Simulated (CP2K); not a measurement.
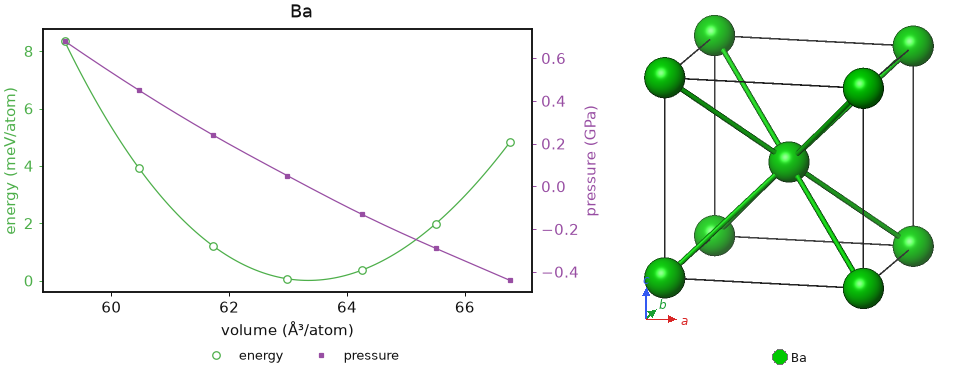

Plotted: energy and pressure against volume for Ba, space group Im-3m (No. 229). The conventional cell is drawn beside the plot.

Cell as given: a = 4.341 Å, b = 4.341 Å, c = 4.341 Å, α = 109.47°, β = 109.47°, γ = 109.47°; 1 atom.

Computed with CP2K 2026.2: DFT in Gaussian orbitals with a plane-wave density, no spin polarisation; energies at scaled volumes of the given cell, shape and fractions fixed, counted from the fit's minimum, third-order Birch-Murnaghan fit. Level: PBE.

k mesh 8×8×8; occupations Fermi–Dirac; smearing width 0.05 eV; potentials GTH PBE with UZH TZVP basis; density cutoff 6123 eV; program settings ngrids 4, basis sets Ba TZVP-MOLOPT-PBE-GTH-q10, cutoff ry 450 Ry, rel cutoff ry 60 Ry.

Question: What equilibrium volume and bulk modulus follow from the curve?

Answer: A third-order Birch–Murnaghan fit gives V0 = 63.34 Å³/atom, B0 = 9 GPa and B′ = 3.2.

Question: How does the pressure vary with volume?

Answer: It falls from 0.68 GPa at volume 59.21 Å³/atom to −0.44 GPa at 66.77 Å³/atom, and changes sign near 63.3 Å³/atom.
